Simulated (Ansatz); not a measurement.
# Run report: BN, geometry relaxation

BN (F-43m, 2 atoms in the cell), computed with DFT PBE, scalar-relativistic, plane waves, PAW, no spin polarisation (Ansatz 0.2.0).

The structure derives from a Materials Project entry. Figures and captions count atoms from 1; the log counts them from 0 in places.

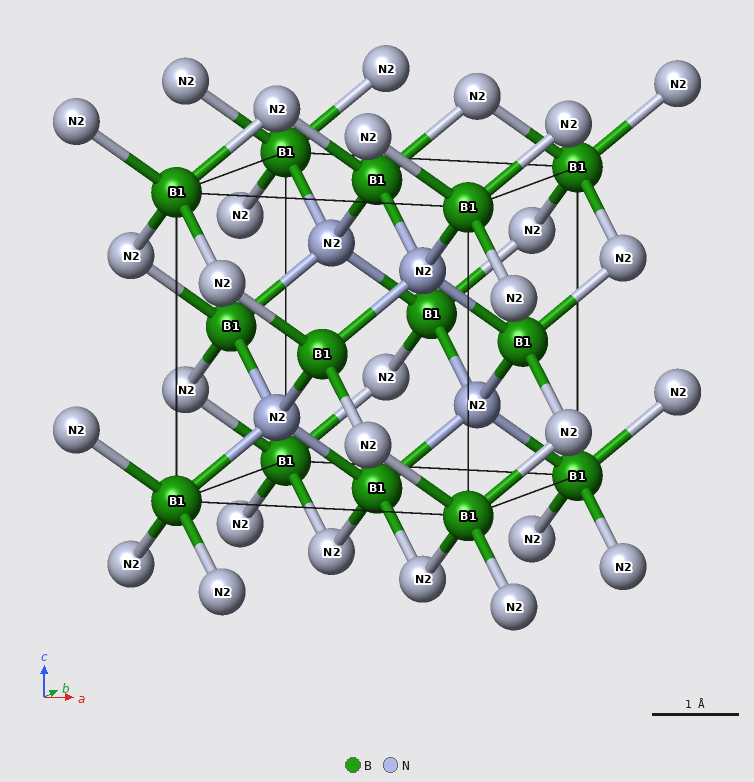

Figure 1. The structure as given in the input (ball-and-stick view of the cell 4 times as large as that of the calculation, set on its symmetry axes, seen slightly off an axis; neighbours outside the cell are drawn fainter; atoms are numbered from 1 in the order of the input). Near neighbours in the crystal (not all of them lie inside the picture): B has 4 N at 1.57 Å; N has 4 B at 1.57 Å.

## Summary

- outcome: converged
- space group (tolerance 0.01 Å): F-43m (216)
- electrons treated: 8
- free energy: −542.2757 eV
- Fermi energy: 13.282 eV
- gap on the k-point mesh: 4.46 eV
- pressure: −0.01 GPa
- final volume: 11.91 Å³
- largest force (length of the vector) at the end: under 0.001 eV/Å
- final cell: a = 2.563 Å, b = 2.563 Å, c = 2.563 Å, α = 60.00°, β = 60.00°, γ = 60.00°
- hardware: 1 thread of Intel Xeon @ 2.50GHz (Skylake/Cascade Lake), 192 GiB of memory available, shared host
- wall time: 9 s
- peak memory: 0.34 GiB

## The input
```yaml
crystal:
  lattice:
    - [0.0, 1.813001, 1.813001]
    - [1.813001, 0.0, 1.813001]
    - [1.813001, 1.813001, 0.0]
  atoms:
    - { symbol: B, position: [0.0, 0.0, 0.0] }
    - { symbol: "N", position: [0.75, 0.75, 0.75] }
basis:
  ecutwfc: 420
kpoints:
  mp_grid: { grid: [12, 12, 12] }
hamiltonian:
  xc: pbe
scf:
  occupations: { method: gaussian, width: 0.02 }
output:
  forces: true
  stress: true
  eigenvalues: true
  write_density: true
  write_potential: true
  elf: true
  volumetric_format: npy
relax:
  adjacent_minimum: "off"
  f_tol: 0.005
  max_steps: 80
  cell: { stress_tol: 0.05 }
```

Launched with:
```bash
ansatz run input.yaml --threads 1 --pin off --max-ram 2560MiB --backend cpu --events-out ev --progress --plain --runs-dir out
```

## The program's output
```
Engine: ansatz 0.2.0, x86_64-unknown-linux-gnu
Pseudopotentials: kind: paw
Pseudopotential: B, paw, valence charge 3, recommended cutoff 420 eV (normal), B.paw.azcp
Pseudopotential: N, paw, valence charge 5, recommended cutoff 420 eV (normal), N.paw.azcp
Functional definition: PBE
  parameter kappa = 0.804
  parameter beta = 0.06672455060314922
  exchange = pbe_x(kappa = kappa, mu = beta*pi^2/3)
  correlation = pbe_c(beta = beta)
Crystal: 2 atoms, lattice volume = 11.919 Å³
Basis set: ecut = 420 eV, 259 PW (Γ), exchange–correlation on 36×36×36 points (8 copies of the dense FFT grid, shifted against one another)
Bands: 8, of which v1, the nominal top of the filled ones, is band 4 counted from 1 (3 counted from 0)
Symmetry: 24 space group operations
Space group: F-43m (ITA 216), of the structure as read, at distance tolerance 2.3e-5 Å
k-points: 72 of 1728 (time reversal used)
Non-local potential: B, projectors of the file, l = 0: 2, l = 1: 2, l = 2: 1
Non-local potential: N, projectors of the file, l = 0: 2, l = 1: 2, l = 2: 1
PAW form: soft (Blöchl's): semilocal exchange-correlation on the pseudo side does not see the compensation charge
PAW one-centre angular grid: B, 110 points (default); XC on 64 Gauss nodes
PAW one-centre angular grid: N, 110 points (default); XC on 64 Gauss nodes
Initial density: superposition of atomic densities (neutral atoms: chi_scale 0, normalization atom), corrected by the library's trained network
Initial wavefunctions: pseudopotential atomic-orbital guess
Functional: x = pbe(κ = 0.804, μ = 0.2195149727645171), c = pbe(β = 0.06672455060314922)
SCF iter   1: F=—  HF=-542.275554 eV  |F-HF|=—  |Δ(HF+E_count)|=         —  Δρ=1.60e-3  dr2=1.67e-4  ethr=1.77e-3  ⟨swp⟩=4.9  Hψ=3722  notcnv=0
preconditioner: auto → none  [insulator: Δε(μ)=4.466 eV  Ē_g=19.882 eV  σ=0.020 eV  W_gap=1.00  n_scr=0 (ndim 8)  ℏωp=30.4 eV  f_vac=0.000  D(μ)=0.00/eV (n_scr^D=0)  ε∞_Penn≈3.3]
SCF iter   2: F=—  HF=-542.275676 eV  |F-HF|=—  |Δ(HF+E_count)|=   1.22e-4  Δρ=8.34e-4  dr2=2.36e-5  ethr=2.08e-6  ⟨swp⟩=2.1  Hψ=1430  notcnv=0
SCF iter   3: F=—  HF=-542.275717 eV  |F-HF|=—  |Δ(HF+E_count)|=   4.16e-5  Δρ=3.75e-4  dr2=5.67e-6  ethr=2.95e-7  ⟨swp⟩=2.1  Hψ=818  notcnv=0
iter 4 did not close the SCF: its close was put off for the readings that it lacked (scf_convergence_deferred on its scf_iter line)
SCF iter   4: F=-542.275732 eV  HF=-542.275732 eV  |F-HF|=1.51e-8  |Δ(HF+E_count)|=   1.44e-5  Δρ=2.42e-5  dr2=2.25e-8  ethr=7.08e-8  ⟨swp⟩=2.4  Hψ=842  notcnv=0
iter 5 did not close the SCF: its close was put off for the readings that it lacked (scf_convergence_deferred on its scf_iter line)
SCF iter   5: F=-542.275732 eV  HF=-542.275732 eV  |F-HF|=4.78e-9  |Δ(HF+E_count)|=   1.46e-8  Δρ=8.85e-6  dr2=2.43e-9  ethr=2.81e-10  ⟨swp⟩=1.9  Hψ=706  notcnv=0
SCF iter   6: F=-542.275732 eV  HF=-542.275732 eV  |F-HF|=1.34e-11  |Δ(HF+E_count)|=   5.38e-9  Δρ=4.04e-7  dr2=8.35e-12  ethr=3.04e-11  ⟨swp⟩=4.2  Hψ=2557  notcnv=0
SCF 1 converged in 6 iterations: F = -542.275732 eV  dr2 = 8.35e-12
  greatest PAW one-centre occupation: 0.786 electrons in one spin orbital (limit 2), on the N atom at site 1 (counted from 0), in its partial waves of l = 0
relax step   1: F+E_penalty+E_count = -542.27573164 eV  Δ(F+E_penalty+E_count) = +0.000e0 eV  max|allowed force component| = 3.978e-16 eV/Å  Δτ_max = 0.0000 Å  P = -0.410 GPa  Ω = 11.919 Å³  (6 SCF iters, accepted)
Crystal: 2 atoms, lattice volume = 11.911 Å³
Initial density: handed on by an earlier stage of this run
Initial wavefunctions: those handed on with the density
iter 1 solved again at ethr=3.10e-8 eV; its pass at ethr=3.10e-3 eV (dr2=2.48e-6 eV) is discarded
SCF iter   1: F=—  HF=-542.275793 eV  |F-HF|=—  |Δ(HF+E_count)|=         —  Δρ=1.53e-4  dr2=2.41e-6  ethr=3.10e-8  ⟨swp⟩=1.0  Hψ=4089  notcnv=0
preconditioner: auto → none  [insulator: Δε(μ)=4.463 eV  Ē_g=19.889 eV  σ=0.020 eV  W_gap=1.00  n_scr=0 (ndim 8)  ℏωp=30.4 eV  f_vac=0.000  D(μ)=0.00/eV (n_scr^D=0)  ε∞_Penn≈3.3]
SCF iter   2: F=—  HF=-542.275795 eV  |F-HF|=—  |Δ(HF+E_count)|=   2.57e-6  Δρ=5.72e-5  dr2=2.95e-7  ethr=3.01e-8  ⟨swp⟩=2.4  Hψ=863  notcnv=0
SCF iter   3: F=-542.275795 eV  HF=-542.275795 eV  |F-HF|=8.50e-9  |Δ(HF+E_count)|=   5.39e-8  Δρ=1.99e-5  dr2=4.20e-8  ethr=2.50e-9  ⟨swp⟩=8.0  Hψ=3482  notcnv=0
SCF 2 converged in 3 iterations: F = -542.275795 eV  dr2 = 4.20e-8
relax step   2: F+E_penalty+E_count = -542.27579523 eV  Δ(F+E_penalty+E_count) = -6.359e-5 eV  max|allowed force component| = 1.619e-16 eV/Å  Δτ_max = 0.0000 Å  P = -0.171 GPa  Ω = 11.911 Å³  energy of the carried Pulay correction = +5.001e-5 eV  (3 SCF iters, dr2 threshold 2.00e-7 eV, accepted)
Crystal: 2 atoms, lattice volume = 11.906 Å³
iter 1 solved again at ethr=2.18e-8 eV; its pass at ethr=3.10e-3 eV (dr2=1.74e-6 eV) is discarded
SCF iter   1: F=—  HF=-542.275831 eV  |F-HF|=—  |Δ(HF+E_count)|=         —  Δρ=1.27e-4  dr2=1.70e-6  ethr=2.18e-8  ⟨swp⟩=1.0  Hψ=4091  notcnv=0
preconditioner: auto → none  [insulator: Δε(μ)=4.464 eV  Ē_g=19.896 eV  σ=0.020 eV  W_gap=1.00  n_scr=0 (ndim 8)  ℏωp=30.4 eV  f_vac=0.000  D(μ)=0.00/eV (n_scr^D=0)  ε∞_Penn≈3.3]
SCF iter   2: F=—  HF=-542.275834 eV  |F-HF|=—  |Δ(HF+E_count)|=   2.78e-6  Δρ=4.98e-5  dr2=2.18e-7  ethr=2.12e-8  ⟨swp⟩=2.3  Hψ=869  notcnv=0
SCF iter   3: F=-542.275834 eV  HF=-542.275834 eV  |F-HF|=5.27e-9  |Δ(HF+E_count)|=   2.99e-8  Δρ=1.74e-5  dr2=3.19e-8  ethr=9.13e-10  ⟨swp⟩=7.2  Hψ=2674  notcnv=0
SCF 3 converged in 3 iterations: F = -542.275834 eV  dr2 = 3.19e-8
relax step   3: F+E_penalty+E_count = -542.27583376 eV  Δ(F+E_penalty+E_count) = -3.853e-5 eV  max|allowed force component| = 2.209e-16 eV/Å  Δτ_max = 0.0000 Å  P = +0.001 GPa  Ω = 11.906 Å³  energy of the carried Pulay correction = +8.574e-5 eV  (3 SCF iters, dr2 threshold 7.30e-8 eV, accepted)
Initial wavefunctions: pseudopotential atomic-orbital guess (no wavefunctions were taken with the density)
iter 1 solved again at ethr=5.34e-9 eV; its pass at ethr=3.10e-3 eV (dr2=4.27e-7 eV) is discarded
SCF iter   1: F=—  HF=-542.275682 eV  |F-HF|=—  |Δ(HF+E_count)|=         —  Δρ=2.38e-5  dr2=3.24e-8  ethr=5.34e-9  ⟨swp⟩=3.0  Hψ=5556  notcnv=0
preconditioner: auto → none  [insulator: Δε(μ)=4.463 eV  Ē_g=19.896 eV  σ=0.020 eV  W_gap=1.00  n_scr=0 (ndim 8)  ℏωp=30.4 eV  f_vac=0.000  D(μ)=0.00/eV (n_scr^D=0)  ε∞_Penn≈3.3]
SCF iter   2: F=—  HF=-542.275686 eV  |F-HF|=—  |Δ(HF+E_count)|=   3.19e-6  Δρ=1.20e-5  dr2=6.31e-9  ethr=4.05e-10  ⟨swp⟩=1.0  Hψ=576  notcnv=0
SCF iter   3: F=—  HF=-542.275686 eV  |F-HF|=—  |Δ(HF+E_count)|=   3.95e-9  Δρ=3.61e-6  dr2=1.27e-9  ethr=7.89e-11  ⟨swp⟩=2.1  Hψ=863  notcnv=0
SCF iter   4: F=-542.275686 eV  HF=-542.275686 eV  |F-HF|=1.28e-11  |Δ(HF+E_count)|=  2.52e-10  Δρ=4.89e-7  dr2=7.80e-12  ethr=1.00e-12  ⟨swp⟩=4.0  Hψ=2508  notcnv=0
SCF 4 converged in 4 iterations: F = -542.275686 eV  dr2 = 7.80e-12
relax step   4: F+E_penalty+E_count = -542.27568568 eV  Δ(F+E_penalty+E_count) = +1.481e-4 eV  max|allowed force component| = 1.978e-16 eV/Å  Δτ_max = 0.0000 Å  P = -0.011 GPa  Ω = 11.906 Å³  stress off target by 1.07e-2 GPa  SCF on the basis re-selected at this cell (its energy is not comparable with the rows above)  (4 SCF iters)
```

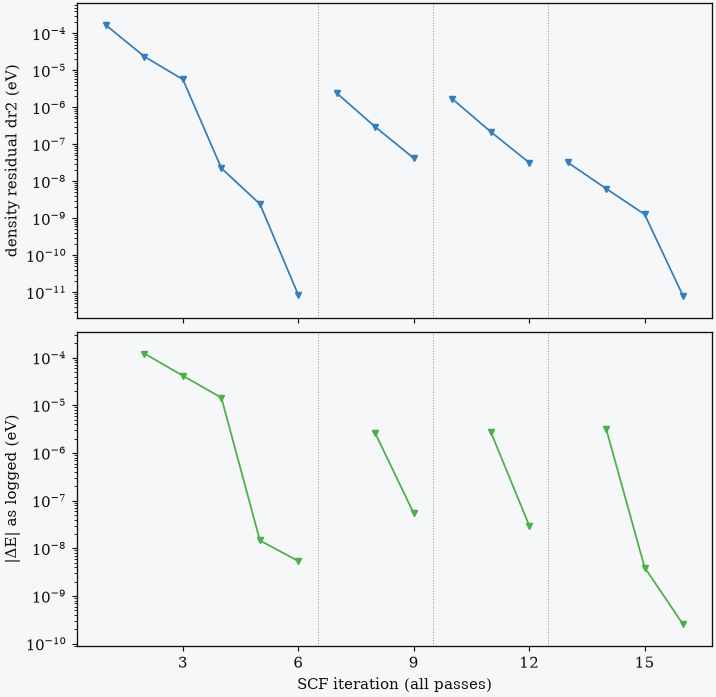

Figure 2. Convergence of the self-consistent field: density residual dr2 and size of the energy change against the SCF iteration. The dotted lines part the SCF passes of the relaxation: geometry steps, rejected trials and re-solves on a re-selected basis. The passes take 6, 3, 3 and 4 iterations.

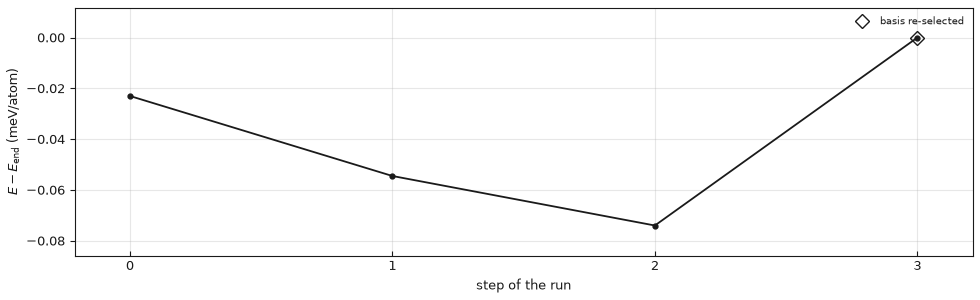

Figure 3. Progress of the relaxation, step by step (the first geometry is step 0 here and step 1 in the log). No atom moves by more than 0.005 Å relative to the cell. The energy falls by 0.1 meV per atom in 2 geometry steps. All forces vanish by symmetry, so only the cell relaxes. The pressure goes from −0.41 to −0.01 GPa. A last SCF at the same geometry on a re-selected plane-wave basis shifts the energy by +0.1 meV per atom.

```
basis re-selected at this cell: Δ(F+E_penalty+E_count) = +1.481e-4 eV, ΔP = -0.012 GPa vs the last step (what re-selecting the basis moved, of the pressure what is left beyond the Pulay correction that the steps carried, after the strain that the cell walked since its last selection, with what the two solves' SCF thresholds leave and, on support functions, any second-order correction that the steps lacked; it is no measure of the basis error at this ecutwfc). This SCF's stress stands 1.07e-2 GPa from its target on what of the cell is left free (relax.cell.stress_tol is 5.00e-2 GPa) and its largest allowed force component is 1.98e-16 eV/Å (relax.f_tol is 5.00e-3 eV/Å): within both
SCF converged after 4 iterations
Free energy (F): -542.275686 eV
Harris-Foulkes:  -542.275686 eV  (|F-HF|=1.28e-11)
Internal energy: -542.275686 eV  (E = F + TS)
E sigma→0 (E₀):  -542.275686 eV
Fermi energy:    13.282127 eV
--- Per-component energies (eV) ---
  E_band       = 25.733816
  E_kinetic    = 185.144070
  E_local      = -176.090775  (includes V_loc(G=0)·N_el)
  E_nonlocal   = 56.514380
  E_hartree    = 49.317004
  E_xc         = -93.330416
  E_vxc        = -116.077805  (∫ρ·V_xc dr)
  E_paw        = -206.404175  (= ΣΔE_a)
  E_vpaw       = -22.390178  (= ΣTr[D̂ρ^β])
  E_aug_tail   = 0.000103  (compensation charges beyond the density's cutoff)
  E_ewald      = -357.425876
  E_smearing   = -0.000000  (= −TS)
  E_closure    = -0.000000  (closes the sum)
  Σ components = -542.275686   (vs F -542.275686, Δ=0.00e0)
--- Forces (eV/Å), atoms counted from 1 ---
  atom   1  B     -0.00000000     0.00000000     0.00000000
  atom   2  N      0.00000000     0.00000000     0.00000000
  max |Σ_I F_I| component: 4.19e-16 eV/Å
--- Stress (GPa, compression-positive) ---
       -0.010652       0.000000       0.000000
       -0.000000      -0.010652       0.000000
       -0.000000       0.000000      -0.010652
  P = ⅓ Tr σ = -0.0107 GPa (-0.107 kbar)
--- Band table (eV; the first three rows and the last of 72) ---
  k-point 0: bands = ["-9.0900", "11.0507", "11.0507", "11.0507", "19.8430", "19.8430", "19.8430", "21.2424"]
  k-point 1: bands = ["-8.9220", "10.1444", "10.8722", "10.8722", "20.0355", "20.1142", "20.1142", "21.8179"]
  k-point 2: bands = ["-8.4243", "8.0574", "10.4370", "10.4370", "20.3244", "20.7452", "20.7452", "23.1623"]
  k-point 71: bands = ["-3.2497", "3.4989", "4.1478", "4.6047", "20.6218", "24.2496", "25.5125", "25.5842"]
--- Relaxed structure (3 steps of the walk, 3 accepted, 1 SCFs on fresh bases) ---
  F+E_penalty+E_count = -542.27568568 eV   max|allowed force component| = 1.978e-16 eV/Å   (the final SCF, on the basis selected at the relaxed cell)
  cell:  # Å, volume = 11.9057 Å³
    - [8.789516756744894e-34, 1.8123485120194536, 1.8123485120194536]
    - [1.8123485120194536, 4.9679877320732e-34, 1.8123485120194536]
    - [1.8123485120194536, 1.8123485120194536, 9.935975464146402e-34]
  atoms:
    - { symbol: B, position: [-1.6598256361166216e-36, -1.3997862864583438e-34, -1.2559347313282372e-34] }
    - { symbol: N, position: [0.75, 0.75, 0.75] }
```

## Trajectory as extended XYZ (Å, eV, eV/Å), 4 frames, from step=1 to step=4
```
2
Lattice="0.0000 1.8130 1.8130 1.8130 0.0000 1.8130 1.8130 1.8130 0.0000" Properties=species:S:1:pos:R:3:forces:R:3 step=1 energy=-542.27573 pressure_GPa=-0.41
B     0.0000    0.0000    0.0000    0.0000   0.0000   0.0000
N     2.7195    2.7195    2.7195    0.0000   0.0000   0.0000
2
Lattice="0.0000 1.8126 1.8126 1.8126 0.0000 1.8126 1.8126 1.8126 0.0000" Properties=species:S:1:pos:R:3:forces:R:3 step=2 energy=-542.27580 pressure_GPa=-0.17
B     0.0000    0.0000    0.0000    0.0000   0.0000   0.0000
N     2.7189    2.7189    2.7189    0.0000   0.0000   0.0000
2
Lattice="0.0000 1.8123 1.8123 1.8123 0.0000 1.8123 1.8123 1.8123 0.0000" Properties=species:S:1:pos:R:3:forces:R:3 step=3 energy=-542.27583 pressure_GPa=0.00
B     0.0000    0.0000    0.0000    0.0000   0.0000   0.0000
N     2.7185    2.7185    2.7185    0.0000   0.0000   0.0000
2
Lattice="0.0000 1.8123 1.8123 1.8123 0.0000 1.8123 1.8123 1.8123 0.0000" Properties=species:S:1:pos:R:3:forces:R:3 step=4 energy=-542.27569 pressure_GPa=-0.01
B     0.0000    0.0000    0.0000    0.0000   0.0000   0.0000
N     2.7185    2.7185    2.7185    0.0000   0.0000   0.0000
```

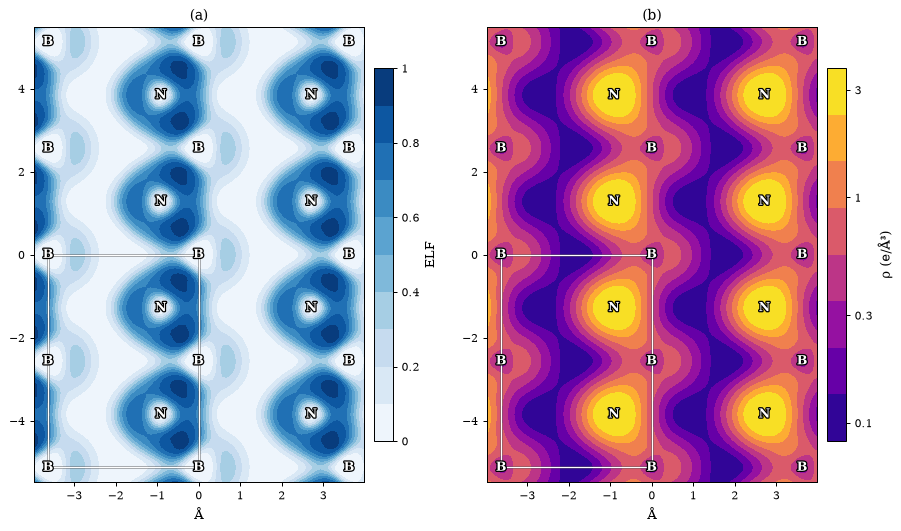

Figure 4. (a) ELF; (b) valence charge density (pseudo) on the (011) plane of the conventional cell. Atoms in the plane: B and N. B–N (1.57 Å): the density is about 1.4 e/Å³ at the midpoint; the ELF peaks at about 0.95 between the atoms (a polar covalent bond). Away from the nuclei the density in this plane falls to 0.08 e/Å³ at its lowest. Core electrons are frozen (PAW), so the fields are smoothed inside the atomic spheres.
